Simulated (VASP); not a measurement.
# Geometry relaxation, with input and output: Al

System: Al (1 atom in the cell).
Method: Kohn-Sham DFT of a periodic cell, PBE, VASP PAW PBE potentials, recommended, no spin polarisation (VASP 6.6.1).

The structure derives from an entry of the Crystallography Open Database.

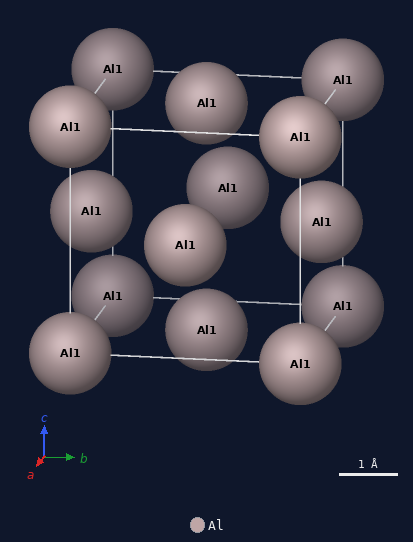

*The input geometry (spheres-only view of the cell 4 times as large as that of the calculation, set on its symmetry axes, seen slightly off an axis; atoms are numbered from 1 in the order of the input).*

INCAR:
```
PREC = Accurate
ENCUT = 520
EDIFF = 1E-7
ISMEAR = 0
SIGMA = 0.1
LREAL = F
LASPH = T
NELM = 120
ALGO = Normal
ISIF = 3
LWAVE = F
LCHARG = F
GGA = PE
IBRION = 2
NSW = 60
EDIFFG = -0.005
POTIM = 0.3
```

KPOINTS:
```
regular mesh
0
Gamma
  18 18 18
```

POSCAR:
```
Al                                      
1.0
    0.0000000000      2.0197468574      2.0197468574
    2.0197468574     -0.0000000000      2.0197468574
    2.0197468574      2.0197468574      0.0000000000
  Al            
     1
Direct
     1.0000000000000000    0.0000000000000000    0.0000000000000000
```

Run on 1 thread of Intel Xeon (Sapphire Rapids), 128 GiB of memory available, shared host.

Launch command:
```bash
cat potpaw_PBE.64/Al/POTCAR > POTCAR
mpirun -np 1 vasp_std > vasp.out
```

OSZICAR:
```
N       E                     dE             d eps       ncg     rms          rms(c)
DAV:   1    -0.144572450285E+01   -0.14457E+01   -0.83660E+02  2055   0.323E+02
DAV:   2    -0.374843873394E+01   -0.23027E+01   -0.20804E+01  2520   0.307E+01
DAV:   3    -0.376695046338E+01   -0.18512E-01   -0.18487E-01  2660   0.343E+00
DAV:   4    -0.376701793189E+01   -0.67469E-04   -0.67468E-04  2535   0.194E-01
DAV:   5    -0.376701837622E+01   -0.44433E-06   -0.44458E-06  2650   0.129E-02    0.131E+00
DAV:   6    -0.375402003412E+01    0.12998E-01   -0.16422E-03  2325   0.309E-01    0.760E-01
DAV:   7    -0.374453430114E+01    0.94857E-02   -0.49313E-03  2320   0.501E-01    0.146E-01
DAV:   8    -0.374453053052E+01    0.37706E-05   -0.23563E-05  2455   0.521E-02    0.721E-03
DAV:   9    -0.374452901813E+01    0.15124E-05   -0.10004E-06  2490   0.691E-03    0.114E-03
DAV:  10    -0.374452863290E+01    0.38523E-06   -0.52421E-09  1955   0.799E-04    0.761E-04
DAV:  11    -0.374452856290E+01    0.70000E-07   -0.27316E-10  1285   0.158E-04
   1 F= -.37445286E+01 E0= -.37430621E+01  d E =-.374453E+01
       N       E                     dE             d eps       ncg     rms          rms(c)
DAV:   1    -0.374453142702E+01   -0.27941E-05   -0.17617E-05  2480   0.266E-02    0.349E-03
DAV:   2    -0.374453129417E+01    0.13285E-06   -0.11177E-07  1965   0.293E-03    0.134E-03
DAV:   3    -0.374453117290E+01    0.12128E-06   -0.17093E-08  1145   0.873E-04    0.343E-04
DAV:   4    -0.374453114805E+01    0.24847E-07   -0.23380E-09  1085   0.362E-04
   2 F= -.37445311E+01 E0= -.37430666E+01  d E =-.258515E-05
```

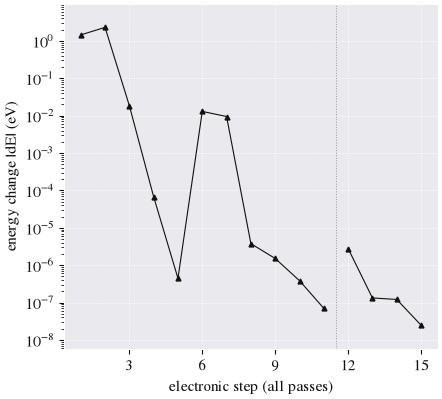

*Convergence of the self-consistent field: energy change |dE| against the electronic step. Each stretch between dotted lines is the SCF of one geometry step of a relaxation.*

The 2 ionic steps take 4 to 11 electronic steps each. The density is held fixed in the first few steps, and dE rises again when its update begins.

Parts of OUTCAR:
```
PREC = Accurate
   ENCUT = 520
   EDIFF = 1E-7
   ISMEAR = 0
   LREAL = F
   LASPH = T
   NELM = 120
   ISIF = 3
   GGA = PE
   IBRION = 2
   NSW = 60
   EDIFFG = -0.005
   POTIM = 0.3

 ion  position               nearest neighbor table
   1  0.000  0.000  0.000-

  LATTYP: Found a face centered cubic cell.
 ALAT       =     4.0394937148

  Lattice vectors:

 A1 = (   0.0000000000,   2.0197468574,   2.0197468574)
 A2 = (   2.0197468574,   0.0000000000,   2.0197468574)
 A3 = (   2.0197468574,   2.0197468574,   0.0000000000)

Analysis of symmetry for initial positions (statically):
=====================================================================
 Subroutine PRICEL returns:
 Original cell was already a primitive cell.

 Routine SETGRP: Setting up the symmetry group for a
 face centered cubic supercell.

 Subroutine GETGRP returns: Found 48 space group operations
 (whereof 48 operations were pure point group operations)
 out of a pool of 48 trial point group operations.

The static configuration has the point symmetry O_h .

Analysis of symmetry for dynamics (positions and initial velocities):
=====================================================================
 Subroutine PRICEL returns:
 Original cell was already a primitive cell.

 Routine SETGRP: Setting up the symmetry group for a
 face centered cubic supercell.

 Subroutine GETGRP returns: Found 48 space group operations
 (whereof 48 operations were pure point group operations)
 out of a pool of 48 trial point group operations.

The dynamic configuration has the point symmetry O_h .

 Subroutine INISYM returns: Found 48 space group operations
 (whereof 48 operations are pure point group operations),
 and found     1 'primitive' translations

----------------------------------------------------------------------------------------

                                     Primitive cell

  volume of cell :      16.4786

  direct lattice vectors                    reciprocal lattice vectors
     0.000000000  2.019746857  2.019746857    -0.247555776  0.247555776  0.247555776
     2.019746857  0.000000000  2.019746857     0.247555776 -0.247555776  0.247555776
     2.019746857  2.019746857  0.000000000     0.247555776  0.247555776 -0.247555776

  length of vectors
     2.856353398  2.856353398  2.856353398     0.428779181  0.428779181  0.428779181

  position of ions in fractional coordinates (direct lattice)
     0.000000000  0.000000000  0.000000000

  ion indices of the primitive-cell ions
   primitive index   ion index
                 1           1

----------------------------------------------------------------------------------------

 KPOINTS: regular mesh

Automatic generation of k-mesh.
 Grid dimensions read from file:
 generate k-points for:   18   18   18

 Generating k-lattice:

  Cartesian coordinates                     Fractional coordinates (reciprocal lattice)
    -0.013753099  0.013753099  0.013753099     0.055555556  0.000000000  0.000000000
     0.013753099 -0.013753099  0.013753099     0.000000000  0.055555556  0.000000000
     0.013753099  0.013753099 -0.013753099     0.000000000  0.000000000  0.055555556

  Length of vectors
     0.023821066  0.023821066  0.023821066

  Shift w.r.t. Gamma in fractional coordinates (k-lattice)
     0.000000000  0.000000000  0.000000000

 Subroutine IBZKPT returns following result:
 ===========================================

 Found    195 irreducible k-points:

 Following reciprocal coordinates:
            Coordinates               Weight
  0.000000  0.000000  0.000000      1.000000
  0.055556  0.000000  0.000000      8.000000
  0.111111  0.000000  0.000000      8.000000
  0.166667  0.000000  0.000000      8.000000
  0.222222  0.000000  0.000000      8.000000
  0.277778  0.000000  0.000000      8.000000
  0.333333  0.000000  0.000000      8.000000
  0.388889  0.000000  0.000000      8.000000
  0.444444  0.000000  0.000000      8.000000
  0.500000  0.000000  0.000000      4.000000
  0.055556  0.055556  0.000000      6.000000
  0.111111  0.055556  0.000000     24.000000
  0.166667  0.055556  0.000000     24.000000
  0.222222  0.055556  0.000000     24.000000
  0.277778  0.055556  0.000000     24.000000
  0.333333  0.055556  0.000000     24.000000
  0.388889  0.055556  0.000000     24.000000
  0.444444  0.055556  0.000000     24.000000
  0.500000  0.055556  0.000000     24.000000
 -0.444444  0.055556  0.000000     24.000000
 -0.388889  0.055556  0.000000     24.000000
 -0.333333  0.055556  0.000000     24.000000
 -0.277778  0.055556  0.000000     24.000000
 -0.222222  0.055556  0.000000     24.000000
 [... further k-points ...]
   k-points           NKPTS =    195   k-points in BZ     NKDIM =    195   number of bands    NBANDS=      5
   number of dos      NEDOS =    301   number of ions     NIONS =      1
   total plane-waves  NPLWV =  13824
   dimension x,y,z NGX =    24 NGY =   24 NGZ =   24
   dimension x,y,z NGXF=    48 NGYF=   48 NGZF=   48
   ions per type =               1
   NGX,Y,Z   is equivalent  to a cutoff of  13.97, 13.97, 13.97 a.u.
   NGXF,Y,Z  is equivalent  to a cutoff of  27.94, 27.94, 27.94 a.u.
 SYSTEM =  unknown system
   PREC   = accura    normal or accurate (medium, high low for compatibility)
   ISTART =      0    job   : 0-new  1-cont  2-samecut
   ICHARG =      2    charge: 1-file 2-atom 10-const
   ISPIN  =      1    spin polarized calculation?
   LNONCOLLINEAR =      F non collinear calculations
   LSORBIT =      F    spin-orbit coupling
   LASPH  =      T    aspherical Exc in radial PAW
   ENCUT  =  520.0 eV  38.22 Ry    6.18 a.u.   5.31  5.31  5.31*2*pi/ulx,y,z
   NELM   =    120;   NELMIN=  2; NELMDL= -5     # of ELM steps
   EDIFF  = 0.1E-06   stopping-criterion for ELM
   LREAL  =      F    real-space projection
   EDIFFG = -.5E-02   stopping-criterion for IOM
   NSW    =     60    number of steps for IOM
   IBRION =      2    ionic relax: 0-MD 1-quasi-New 2-CG
   NFREE  =      1    steps in history (QN), initial steepest desc. (CG)
   ISIF   =      3    stress and relaxation
   ISYM   =      2    0-nonsym 1-usesym 2-fastsym
   POTIM  = 0.3000    time-step for ionic-motion
   TEBEG  =    0.0;   TEEND  =   0.0 temperature during run
   PSTRESS=    0.0 pullay stress
   NELECT =       3.0000    total number of electrons
   NUPDOWN=      -1.0000    fix difference up-down
   EMIN   =  10.00;   EMAX   =-10.00  energy-range for DOS
   EFERMI =   0.00;   METHOD = LEGACY
   ISMEAR =     0;   SIGMA  =   0.10  broadening in eV -4-tet -1-fermi 0-gaus
   EFERMI_NEDOS =   21; number of points for ismear=-14 and -15
   IALGO  =     38    algorithm
   IMIX   =      4    mixing-type and parameters
     AMIX     =   0.40;   BMIX     =  1.00
     AMIX_MAG =   1.60;   BMIX_MAG =  1.00
  volume/ion in A,a.u.               =      16.48       111.20
  Fermi-wavevector in a.u.,A,eV,Ry     =   0.927844  1.753371 11.713181  0.860895
  Thomas-Fermi vector in A             =   2.053957
   LORBIT       =      0    0 simple, 1 ext, 2 COOP (PROOUT), +10 PAW based schemes
   GGA     = PE    functional components
   LHFCALC =     F    Hartree Fock is set to
   AEXX    =    0.0000 exact exchange contribution
   IVDW    =     0    specifies the selected vdW correction
   LEPSILON=     F    determine dielectric tensor
   LRPA    =     F    only Hartree local field effects (RPA)
 conjugate gradient relaxation of ions
 non-spin polarized calculation
 Gauss-broadening in eV      SIGMA  =   0.10
  energy-cutoff  :      520.00
  volume of cell :       16.48
 maximum number of plane-waves:       459
 NGX is ok and might be reduce to    24
   NGX = 11   NGY = 11   NGZ = 11

--------------------------------------- Ionic step        1  -------------------------------------------

 number of electron       3.0000000 magnetization

 Free energy of the ion-electron system (eV)
  ---------------------------------------------------
  ext. energy  EPLUGINS =         0.00000000
  ---------------------------------------------------
  free energy    TOTEN  =        -3.74452856 eV

  energy without entropy =       -3.74159573  energy(sigma->0) =       -3.74306215

------------------------ aborting loop because EDIFF is reached ----------------------------------------

  FORCE on cell =-STRESS in cart. coord.  units (eV):
  Direction    XX          YY          ZZ          XY          YZ          ZX
  --------------------------------------------------------------------------------------
  -------------------------------------------------------------------------------------
  Total        0.0069104      0.0069104      0.0069104      0.0000000     -0.0000000      0.0000000
  in kB        0.6718816      0.6718816      0.6718816      0.0000000     -0.0000000      0.0000000
  external PRESSURE =       0.6718816 kB  Pullay stress =       0.0000000 kB

 VOLUME and BASIS-vectors are now :
 -----------------------------------------------------------------------------
  energy-cutoff  :      520.00
  volume of cell :       16.48
      direct lattice vectors                 reciprocal lattice vectors
     0.000000000  2.019746857  2.019746857    -0.247555776  0.247555776  0.247555776
     2.019746857  0.000000000  2.019746857     0.247555776 -0.247555776  0.247555776
     2.019746857  2.019746857  0.000000000     0.247555776  0.247555776 -0.247555776

 POSITION                                       TOTAL-FORCE (eV/Angst)
 -----------------------------------------------------------------------------------
      0.00000      0.00000      0.00000         0.000000      0.000000     -0.000000
 -----------------------------------------------------------------------------------
    total drift:                                0.000000     -0.000000     -0.000000

  FREE ENERGIE OF THE ION-ELECTRON SYSTEM (eV)
  ---------------------------------------------------
  free  energy   TOTEN  =        -3.7445285629 eV

  energy  without entropy=       -3.7415957272  energy(sigma->0) =       -3.74306215

--------------------------------------- Ionic step        2  -------------------------------------------

 number of electron       3.0000000 magnetization

 Free energy of the ion-electron system (eV)
  ---------------------------------------------------
  ext. energy  EPLUGINS =         0.00000000
  ---------------------------------------------------
  free energy    TOTEN  =        -3.74453115 eV

  energy without entropy =       -3.74160215  energy(sigma->0) =       -3.74306665

 E-fermi :   7.9987     XC(G=0): -10.1990     alpha+bet :-14.8867

 val. band max:        7.9919992470   @ k =  -0.2778   0.2778   0.0556
 cond. band min:       7.9989459017   @ k =  -0.2778   0.5000   0.2222
 fundamental gap:      0.0069466547
 Fermi energy:         7.9987124671

 k-point     1 :       0.0000    0.0000    0.0000
  band No.  band energies     occupation
      1      -3.1318      2.00000
      2      20.6305      0.00000
      3      20.6305      0.00000
      4      20.6305      0.00000
      5      22.1278      0.00000

 k-point     2 :       0.0556    0.0000    0.0000
  band No.  band energies     occupation
      1      -3.0478      2.00000
      2      19.1132      0.00000
      3      20.3192      0.00000
      4      20.3192      0.00000
      5      22.5700      0.00000

 k-point     3 :       0.1111    0.0000    0.0000
  band No.  band energies     occupation
      1      -2.7963      2.00000
      2      16.8899      0.00000
      3      19.8078      0.00000
      4      19.8078      0.00000
      5      22.7643      0.00000

 k-point     4 :       0.1667    0.0000    0.0000
  band No.  band energies     occupation
      1      -2.3780      2.00000
      2      14.6520      0.00000
      3      19.3624      0.00000
      4      19.3624      0.00000
      5      22.6016      0.00000

 k-point     5 :       0.2222    0.0000    0.0000
  band No.  band energies     occupation
      1      -1.7945      2.00000
      2      12.4901      0.00000
      3      19.0351      0.00000
      4      19.0351      0.00000
      5      22.4309      0.00000

 [... the levels of 18 k-points are left out ...]

 k-point    24 :      -0.2222    0.0556    0.0000
  band No.  band energies     occupation
      1      -1.4898      2.00000
      2      11.8499      0.00000
      3      17.2966      0.00000
      4      20.1493      0.00000
      5      21.8955      0.00000

 [... further k-points ...]

------------------------ aborting loop because EDIFF is reached ----------------------------------------

  FORCE on cell =-STRESS in cart. coord.  units (eV):
  Direction    XX          YY          ZZ          XY          YZ          ZX
  --------------------------------------------------------------------------------------
  -------------------------------------------------------------------------------------
  Total        0.0021751      0.0021751      0.0021751     -0.0000000      0.0000000     -0.0000000
  in kB        0.2113566      0.2113566      0.2113566     -0.0000000      0.0000000     -0.0000000
  external PRESSURE =       0.2113566 kB  Pullay stress =       0.0000000 kB

 VOLUME and BASIS-vectors are now :
 -----------------------------------------------------------------------------
  energy-cutoff  :      520.00
  volume of cell :       16.49
      direct lattice vectors                 reciprocal lattice vectors
     0.000000000  2.020150858  2.020150858    -0.247506268  0.247506268  0.247506268
     2.020150858  0.000000000  2.020150858     0.247506268 -0.247506268  0.247506268
     2.020150858  2.020150858  0.000000000     0.247506268  0.247506268 -0.247506268

 POSITION                                       TOTAL-FORCE (eV/Angst)
 -----------------------------------------------------------------------------------
      2.02015      0.00000      2.02015         0.000000      0.000000      0.000000
 -----------------------------------------------------------------------------------
    total drift:                               -0.000000      0.000000     -0.000000

  FREE ENERGIE OF THE ION-ELECTRON SYSTEM (eV)
  ---------------------------------------------------
  free  energy   TOTEN  =        -3.7445311480 eV

  energy  without entropy=       -3.7416021497  energy(sigma->0) =       -3.74306665

 reached required accuracy - stopping structural energy minimisation
```

CONTCAR:
```
Al
   1.00000000000000
     0.0000000000000000    2.0201508583060925    2.0201508583060925
     2.0201508583060925    0.0000000000000000    2.0201508583060925
     2.0201508583060925    2.0201508583060925    0.0000000000000000
  Al
     1
Direct
     0.0000000000000000    1.0000000000000000    0.0000000000000000

  0.00000000E+00  0.00000000E+00  0.00000000E+00
```

Trajectory as extended XYZ (Å, eV, eV/Å), 2 frames, from step=0 to step=1:
```
1
Lattice="0.0000 2.0197 2.0197 2.0197 0.0000 2.0197 2.0197 2.0197 0.0000" Properties=species:S:1:pos:R:3:forces:R:3 step=0 energy=-3.74453
Al    0.0000    0.0000    0.0000    0.0000   0.0000   0.0000
1
Lattice="0.0000 2.0202 2.0202 2.0202 0.0000 2.0202 2.0202 2.0202 0.0000" Properties=species:S:1:pos:R:3:forces:R:3 step=1 energy=-3.74453
Al    2.0202    0.0000    2.0202    0.0000   0.0000   0.0000
```

Summary:

| quantity | value |
| --- | --- |
| outcome | converged |
| space group (tolerance 0.01 Å) | Fm-3m (225) |
| electrons treated | 3 |
| free energy | −3.7445 eV |
| Fermi energy | 7.999 eV |
| gap on the k-point mesh | none (metallic) |
| pressure | 0.02 GPa |
| final volume | 16.49 Å³ |
| largest force (length of the vector) at the end | under 0.001 eV/Å |
| final cell | a = 2.857 Å, b = 2.857 Å, c = 2.857 Å, α = 60.00°, β = 60.00°, γ = 60.00° |
| wall time | 7.7 s |
| peak memory | 0.14 GiB |
